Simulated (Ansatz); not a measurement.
# GaP (F-43m): thermal expansion from first principles, part 3 of 3

Aim: the lattice, expansion, heat capacity and bulk modulus of GaP as it warms.

Experimental results on record:
- volume expansion coefficient 15.9 1e-6/K, heat capacity C_P per formula unit 44.2 J/mol/K and bulk modulus 88.7 GPa near room temperature (given in “High-Throughput Prediction of Finite-Temperature Properties using the Quasi-Harmonic Approximation”, 2016, arXiv:1603.06924)

Ansatz 0.2.0; DFT LDA, scalar-relativistic, plane waves, PAW.

So far, principal linear expansion coefficients at 298 K (× 1e-6/K): step 6 (phonons on strained cells, cutoff 550 eV, k-mesh 8×8×8) 4.96. Also isothermal bulk modulus at 298 K (GPa): step 6 86.9. The relaxed cell has a = 5.391 Å (conventional setting).

## Step 7: The quasi-harmonic study, cutoff 487.2 eV, k-mesh 12×12×12

The study relaxes the crystal at several strains, solves the phonons on some of them and minimises the free energy at each temperature (static energy, vibrations, the electrons in a metal, and PV under a set pressure); the q-mesh sets how far the force constants reach.

Input file input.yaml:

```yaml
crystal:
  lattice:
    - [0.0, 2.6956500585, 2.6956500585]
    - [2.6956500585, 0.0, 2.6956500585]
    - [2.6956500585, 2.6956500585, 0.0]
  atoms:
    - { symbol: Ga, position: [0.0, 0.0, 0.0] }
    - { symbol: P, position: [0.25, 0.25, 0.25] }
kpoints:
  mp_grid: { grid: [12, 12, 12] }
hamiltonian:
  xc: lda
scf:
  occupations: { method: fixed }
output:
  eigenvalues: true
phonons:
  method: dfpt
  qmesh: [4, 4, 4]
  temperatures: { t_max: 800.0, t_step: 50 }
  thermal_expansion: {}
```

Run with:

```
ansatz run input.yaml --threads 4 --pin off --max-ram 16384MiB --backend cpu --events-out ev --progress --plain --runs-dir out
```

Numbers of over 12 decimals in the logs are rounded to 6 here.

What it wrote:

```text
[...]
Crystal: 2 atoms, lattice volume = 39.176 Å³
Basis set: ecut = 487.2 eV, 941 PW (Γ), exchange–correlation on 60×60×60 points (8 copies of the dense FFT grid, shifted against one another)
Bands: 13, of which v1, the nominal top of the filled ones, is band 9 counted from 1 (8 counted from 0)
Symmetry: 24 space group operations
[...]
k-points: 72 of 1728 (time reversal used)
[...]
SCF iter   1: F=—  HF=-4433.775914 eV  |F-HF|=—  |Δ(HF+E_count)|=         —  Δρ=6.40e-3  dr2=1.62e-2  ethr=1.77e-3  ⟨swp⟩=5.0  Hψ=4987  notcnv=0  defer=133
[...]
SCF iter   8: F=-4433.769695 eV  HF=-4433.769695 eV  |F-HF|=0.00e0  |Δ(HF+E_count)|=  2.91e-11  Δρ=2.40e-8  dr2=2.38e-13  ethr=1.00e-12  ⟨swp⟩=10.3  Hψ=6429  notcnv=0
SCF 1 converged in 8 iterations: F = -4433.769695 eV  dr2 = 2.38e-13
[...]
relax step   1: F+E_penalty+E_count = -4433.76969529 eV  Δ(F+E_penalty+E_count) = +0.000e0 eV  max|allowed force component| = 2.591e-16 eV/Å  Δτ_max = 0.0000 Å  (8 SCF iters, accepted)
SCF converged after 8 iterations
Free energy (F): -4433.769695 eV
[...]
Internal energy: -4433.769695 eV  (E = F + TS)
E sigma→0 (E₀):  -4433.769695 eV
Fermi energy:    7.259287 eV
[...]
--- Stress (GPa, compression-positive) ---
       -0.008358      -0.000000      -0.000000
       -0.000000      -0.008358       0.000000
        0.000000       0.000000      -0.008358
  P = ⅓ Tr σ = -0.0084 GPa (-0.084 kbar)
--- Band table (eV; the first three rows and the last of 72) ---
  k-point 0: bands = [... 5 lower, -5.5101, 7.2593, 7.2593, 7.2593, 9.1412, 11.0380, 11.0380, 11.0380]
  k-point 1: bands = [... 5 lower, -5.4156, 6.3299, 7.1406, 7.1406, 9.6191, 11.2168, 11.2168, 11.2581]
  k-point 2: bands = [... 5 lower, -5.1385, 4.7927, 6.8631, 6.8631, 9.6503, 11.6120, 11.6120, 12.2637]
  k-point 71: bands = [... 5 lower, -2.2491, 0.4731, 3.4821, 3.6253, 11.8586, 12.1641, 13.2557, 13.3174]
── thermal expansion: 3 new cells, 3 in all ──
thermal expansion: relaxation of cell 2
thermal expansion: relaxation of cell 3
── thermal expansion: 2 new cells, 5 in all ──
thermal expansion: relaxation of cell 4
thermal expansion: lower-state search of cell 4
thermal expansion: phonons of cell 4
thermal expansion: relaxation of cell 5
thermal expansion: phonons of cell 5
── thermal expansion: 5 new cells, 10 in all ──
thermal expansion: relaxation of cell 6
thermal expansion: relaxation of cell 7
thermal expansion: relaxation of cell 8
thermal expansion: relaxation of cell 9
thermal expansion: relaxation of cell 10
thermal expansion: phonons of cell 6
thermal expansion: phonons of cell 7
--- Relaxed structure (1 steps of the walk, 1 accepted, 0 SCFs on fresh bases) ---
  F+E_penalty+E_count = -4433.76969529 eV   max|allowed force component| = 2.591e-16 eV/Å
  atoms:
    - { symbol: Ga, position: [0.0, 0.0, 0.0] }
    - { symbol: P, position: [0.25, 0.25, 0.25] }
--- Thermal expansion: 10 cells in 3 rounds, 0 GPa ---
  no lower state was reached at cell 4
  without vibrations: a 3.81211, b 3.81211, c 3.81211 Å, V 39.1724 Å³, B 90.05 GPa
  at 0 K: a 3.81797, b 3.81797, c 3.81797 Å, V 39.3535 Å³, B 88.71 GPa
  zero-point expansion: a +0.154, b +0.154, c +0.154, V +0.462 %
[...]
0.00    3.81797    3.81797    3.81797    39.3535 |    0.00    0.00    0.00    0.00 |    7.06 |     0.000     0.000 |    88.71    88.71
   100.00    3.81802    3.81802    3.81802    39.3550 |    1.03    1.03    1.03    3.08 |   10.43 |    21.926    21.924 |    88.46    88.47
   200.00    3.81899    3.81899    3.81899    39.3849 |    3.75    3.75    3.75   11.26 |   13.34 |    37.459    37.407 |    87.67    87.80
   298.15    3.82065    3.82065    3.82065    39.4365 |    4.98    4.98    4.98   14.94 |       - |    43.545    43.408 |    86.73    87.00
   350.00    3.82168    3.82168    3.82168    39.4682 |    5.34    5.34    5.34   16.03 |   15.52 |    45.210    45.026 |    86.21    86.56
   450.00    3.82382    3.82382    3.82382    39.5344 |    5.80    5.80    5.80   17.39 |   16.36 |    47.121    46.845 |    85.18    85.69
   550.00    3.82609    3.82609    3.82609    39.6051 |    6.09    6.09    6.09   18.27 |   16.98 |    48.187    47.819 |    84.15    84.80
   650.00    3.82847    3.82847    3.82847    39.6789 |    6.31    6.31    6.31   18.93 |   17.47 |    48.858    48.395 |    83.11    83.91
   750.00    3.83092    3.83092    3.83092    39.7552 |    6.49    6.49    6.49   19.48 |   17.88 |    49.322    48.763 |    82.07    83.01
   800.00    3.83217    3.83217    3.83217    39.7942 |    6.57    6.57    6.57   19.72 |   18.07 |    49.507    48.899 |    81.55    82.56
[...]
vibrations' free energy: its fit passes through its cells
  the electrons' free energy at temperature is not in it: every band gap is over 0.83 eV
  free energies summed between the sampled wave vectors
[...]
band gaps on the cells' k-points are 1.332 to 1.441 eV
```

It took 12 min on 4 threads of Intel Xeon Platinum 8559C (Emerald Rapids), shared host; peak memory 2.8 GiB; 46 min of CPU time.

This step gave:

| Item | Value |
| --- | --- |
| pressure | -0.008358 GPa |
| gap on the k-mesh | 1.386 eV |
| volume expansion coefficient at 298 K | 14.94 1e-6/K |
| entropy at 298 K | 25.94 J/mol-atom/K |
| isothermal bulk modulus at 298 K | 86.73 GPa |
| Grüneisen parameter at 298 K | 0.7090 |
| principal linear expansion coefficients at 298 K | 4.98, 4.98, 4.98 1e-6/K |

Strained cells of the study; zero-point energy where phonons were solved; the pressures are stresses at a fixed cutoff and can carry an offset from the finite basis. Expansion cells, by row:

```tsv
cell	|a| (Å)	|b| (Å)	|c| (Å)	V (Å³/atom)	E - E_lowest (meV/atom)	pressure, compression positive (GPa)	gap (eV)	zero-point energy (meV/atom)
1	3.812	3.812	3.812	19.59	0	-0.022	1.386	-
2	3.843	3.843	3.843	20.06	3.108	-2.061	1.427	-
3	3.782	3.782	3.782	19.13	3.183	2.248	1.343	-
4	3.812	3.812	3.812	19.59	0	-0.034	1.387	46.61
5	3.831	3.831	3.831	19.89	1.256	-1.336	1.413	45.86
6	3.821	3.821	3.821	19.73	0.292	-0.661	1.399	46.25
7	3.839	3.839	3.839	20.01	2.49	-1.854	1.423	45.54
8	3.775	3.775	3.775	19.01	4.972	2.843	1.332	-
9	3.793	3.793	3.793	19.3	1.209	1.357	1.36	-
10	3.853	3.853	3.853	20.22	5.513	-2.7	1.441	-
```

Quasi-harmonic; a, b, c are the run's own cell vectors. Expansion, by row:

```tsv
T (K)	a (Å)	b (Å)	c (Å)	alpha (deg)	beta (deg)	gamma (deg)	cell volume (Å³/cell)	alpha_a (1e-6/K)	alpha_b (1e-6/K)	alpha_c (1e-6/K)	alpha_V (1e-6/K)	C_P (J/mol-atom/K)	C_V (J/mol-atom/K)	S (J/mol-atom/K)	B_T (GPa)	B_S (GPa)	Grueneisen	extrapolation	fit error (1e-6/K)
0	3.818	3.818	3.818	60	60	60	39.35	0	0	0	0	0	0	0	88.71	88.71	-	0	0
50	3.818	3.818	3.818	60	60	60	39.35	-0.14	-0.14	-0.14	-0.43	4.778	4.778	2.156	88.67	88.67	-0.094	0	0
100	3.818	3.818	3.818	60	60	60	39.35	1.03	1.03	1.03	3.08	10.96	10.96	7.445	88.46	88.47	0.294	0	0
150	3.818	3.818	3.818	60	60	60	39.37	2.61	2.61	2.61	7.83	15.69	15.68	12.84	88.11	88.16	0.522	0	0
200	3.819	3.819	3.819	60	60	60	39.38	3.75	3.75	3.75	11.26	18.73	18.7	17.81	87.67	87.8	0.626	0	0.01
250	3.82	3.82	3.82	60	60	60	39.41	4.5	4.5	4.5	13.5	20.61	20.56	22.2	87.2	87.4	0.679	0	0.01
298.1	3.821	3.821	3.821	60	60	60	39.44	4.98	4.98	4.98	14.94	21.77	21.7	25.94	86.73	87	0.709	0	0.01
300	3.821	3.821	3.821	60	60	60	39.44	5	5	5	14.99	21.81	21.74	26.08	86.71	86.99	0.71	0	0.01
350	3.822	3.822	3.822	60	60	60	39.47	5.34	5.34	5.34	16.03	22.61	22.51	29.5	86.21	86.56	0.729	0	0.01
400	3.823	3.823	3.823	60	60	60	39.5	5.6	5.6	5.6	16.79	23.16	23.04	32.56	85.7	86.13	0.743	0	0.01
450	3.824	3.824	3.824	60	60	60	39.53	5.8	5.8	5.8	17.39	23.56	23.42	35.31	85.18	85.69	0.753	0	0.01
500	3.825	3.825	3.825	60	60	60	39.57	5.96	5.96	5.96	17.87	23.86	23.7	37.81	84.67	85.24	0.761	0	0.01
550	3.826	3.826	3.826	60	60	60	39.61	6.09	6.09	6.09	18.27	24.09	23.91	40.09	84.15	84.8	0.767	0	0.01
600	3.827	3.827	3.827	60	60	60	39.64	6.21	6.21	6.21	18.62	24.28	24.07	42.2	83.63	84.35	0.772	0	0.01
650	3.828	3.828	3.828	60	60	60	39.68	6.31	6.31	6.31	18.93	24.43	24.2	44.15	83.11	83.91	0.777	0	0.01
700	3.83	3.83	3.83	60	60	60	39.72	6.4	6.4	6.4	19.21	24.55	24.3	45.96	82.59	83.46	0.781	0	0.02
750	3.831	3.831	3.831	60	60	60	39.76	6.49	6.49	6.49	19.48	24.66	24.38	47.66	82.07	83.01	0.785	0	0.03
800	3.832	3.832	3.832	60	60	60	39.79	6.57	6.57	6.57	19.72	24.75	24.45	49.26	81.55	82.56	0.788	0	0.04
```

The expansion coefficient by temperature; values in 1e-6/K:

```tsv
temperature (K)	volume	principal 1
0	0	0
50	-0.43	-0.14
100	3.08	1.03
150	7.83	2.61
200	11.3	3.75
250	13.5	4.5
298	14.9	4.98
300	15.0	5
350	16.0	5.34
400	16.8	5.6
450	17.4	5.8
500	17.9	5.96
550	18.3	6.09
600	18.6	6.21
650	18.9	6.31
700	19.2	6.4
750	19.5	6.49
800	19.7	6.57
```

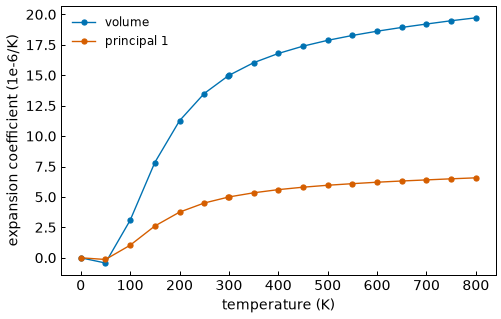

Expansion coefficient, plotted against temperature.

Changing the k-mesh (8×8×8 → 12×12×12) and the cutoff (550 → 487.2 eV) takes the volume expansion at 298 K from 14.9 to 14.9 × 10⁻⁶/K and B_T from 86.9 to 86.7 GPa.

## Step 8: The quasi-harmonic study, cutoff 487.2 eV

Thermal expansion follows from how the free energy of the vibrations (and of the electrons in a metal) changes with strain, so the program makes strained cells, their phonons and a fit in one run.

Changes to input.yaml since step 7:

```diff
@@ -9,3 +9,3 @@
 kpoints:
-  mp_grid: { grid: [12, 12, 12] }
+  mp_grid: { grid: [8, 8, 8] }
 hamiltonian:
```

The mesh is coarser, and so cheaper.

What it wrote:

```text
[...]
Crystal: 2 atoms, lattice volume = 39.176 Å³
Basis set: ecut = 487.2 eV, 941 PW (Γ), exchange–correlation on 60×60×60 points (8 copies of the dense FFT grid, shifted against one another)
Bands: 13, of which v1, the nominal top of the filled ones, is band 9 counted from 1 (8 counted from 0)
Symmetry: 24 space group operations
[...]
800.00    3.83206    3.83206    3.83206    39.7907 |    6.55    6.55    6.55   19.66 |   18.02 |    49.503    48.898 |    81.68    82.69
[...]
vibrations' free energy: its fit passes through its cells
  the electrons' free energy at temperature is not in it: every band gap is over 0.83 eV
  free energies summed between the sampled wave vectors
[...]
band gaps on the cells' k-points are 1.367 to 1.490 eV
[key lines of the parts left out:]
SCF converged after 8 iterations
Free energy (F): -4433.766926 eV
Fermi energy:    7.260953 eV
P = ⅓ Tr σ = -0.0120 GPa (-0.120 kbar)
```

Elapsed: 4.5 min, on 4 threads; peak memory 1.1 GiB; 16 min of CPU time.

Changing the k-mesh (12×12×12 → 8×8×8) takes the volume expansion at 298 K from 14.9 to 14.9 × 10⁻⁶/K and B_T from 86.7 to 86.9 GPa.

## Step 9: Comparing the runs

Times are for 4 threads of Intel Xeon Platinum 8559C (Emerald Rapids), shared host. Results by setting:

```tsv
no.	functional	cutoff (eV)	k-mesh	q-mesh	method	pressure (GPa)	volume expansion coefficient at 298 K (1e-6/K)	C_P at 298 K (J/mol-atom/K)	isothermal bulk modulus at 298 K (GPa)	time	memory (GiB)
1	lda	550	8×8×8	4×4×4	dfpt	0	14.89	21.77	86.86	4.6 min	1.3
2	lda	487.2	12×12×12	4×4×4	dfpt	0	14.94	21.77	86.73	12 min	2.8
3	lda	487.2	8×8×8	4×4×4	dfpt	0	14.89	21.77	86.86	4.5 min	1.1
```

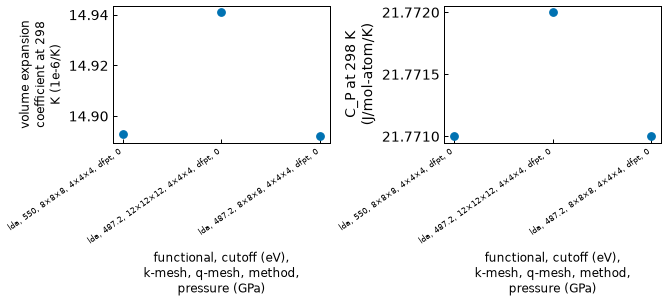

The series as plots.

The runs together, line volume. Table of expansion coefficient, volume by temperature; values in 1e-6/K:

```tsv
temperature (K)	lda, 550, 8×8×8, 4×4×4, dfpt, 0	lda, 487.2, 12×12×12, 4×4×4, dfpt, 0	lda, 487.2, 8×8×8, 4×4×4, dfpt, 0
0	0	0	0
50	-0.44	-0.43	-0.44
100	3.05	3.08	3.05
150	7.8	7.83	7.8
200	11.2	11.3	11.2
250	13.4	13.5	13.4
298	14.9	14.9	14.9
300	14.9	15.0	14.9
350	16.0	16.0	16.0
400	16.7	16.8	16.7
450	17.3	17.4	17.3
500	17.8	17.9	17.8
550	18.2	18.3	18.2
600	18.6	18.6	18.6
650	18.9	18.9	18.9
700	19.2	19.2	19.1
750	19.4	19.5	19.4
800	19.7	19.7	19.7
```

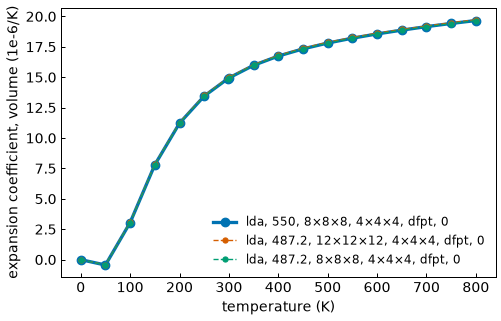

Expansion coefficient, volume, plotted against temperature.

The runs together, line C_P. The heat capacity, C_P by temperature; values in J/mol-atom/K:

```tsv
temperature (K)	lda, 550, 8×8×8, 4×4×4, dfpt, 0	lda, 487.2, 12×12×12, 4×4×4, dfpt, 0	lda, 487.2, 8×8×8, 4×4×4, dfpt, 0
0	0	0	0
50	4.78	4.78	4.78
100	11.0	11.0	11.0
150	15.7	15.7	15.7
200	18.7	18.7	18.7
250	20.6	20.6	20.6
298	21.8	21.8	21.8
300	21.8	21.8	21.8
350	22.6	22.6	22.6
400	23.2	23.2	23.2
450	23.6	23.6	23.6
500	23.9	23.9	23.9
550	24.1	24.1	24.1
600	24.3	24.3	24.3
650	24.4	24.4	24.4
700	24.6	24.6	24.6
750	24.7	24.7	24.7
800	24.8	24.8	24.8
```

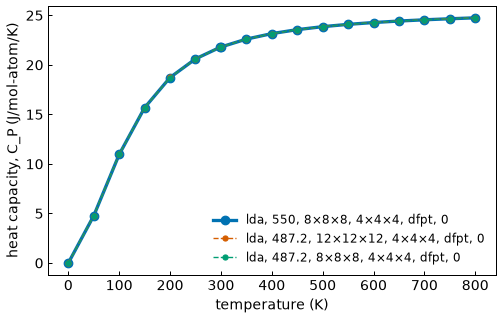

Heat capacity, C_P against temperature.

## Step 10: Outcome

| Property | Result |
| --- | --- |
| settings of these figures | LDA, 487.2 eV, k 12×12×12, q 4×4×4 |
| volume expansion coefficient at 298 K | 14.94 1e-6/K |
| C_P at 298 K | 21.77 J/mol-atom/K |
| entropy at 298 K | 25.94 J/mol-atom/K |
| isothermal bulk modulus at 298 K | 86.73 GPa |
| Grüneisen parameter at 298 K | 0.7090 |
| volume at 298 K | 19.72 Å³/atom |
| principal linear expansion coefficients at 298 K | 4.98, 4.98, 4.98 1e-6/K |

What this shows: Near room temperature GaP expands by 14.9 × 10⁻⁶/K in volume by LDA, with C_P = 21.8 J/(mol K) per mole of atoms and B_T = 86.7 GPa. At low temperature the volume shrinks on warming, because modes with negative Grüneisen parameters outweigh the rest; the coefficient turns positive near 60 K. C_P at room temperature is 87 % of the classical 3R an atom, so the stiffest modes are still partly frozen out. A measured volume expansion coefficient near room temperature is 15.9 1e-6/K (arXiv:1603.06924); the calculated 14.9 1e-6/K differs by -6 %. A measured bulk modulus near room temperature is 88.7 GPa (arXiv:1603.06924); the calculated 86.7 GPa differs by -2 %. The table does not say whether its value is isothermal or adiabatic. A measured heat capacity per formula unit near room temperature is 44.2 J/mol/K (arXiv:1603.06924); the calculated 43.5 J/mol/K differs by -1 %. Changing the k-mesh and cutoff moves the volume expansion at 298 K between 14.9 and 14.9 × 10⁻⁶/K, while the CPU time spans a factor of 2.9. The interpolation has no quadrupole term, so branches near the zone centre are less sure, since this crystal has sites that are not centres of inversion. The PAW files were made for PBE and are used here under another functional, for which the program regenerates the frozen cores.

[Logs are printed without paths, hosts, clocks, repeated set-up lines and the standing remarks that a program may print on its own settings, such as how far it seeks lower states.]

[Hosts, paths, dates, database ids (printed as entryN), source tags and the programs' standing remarks are cut or masked in the printed files.]

[A step with changed settings may run another functional than the one named; its input shows which.]
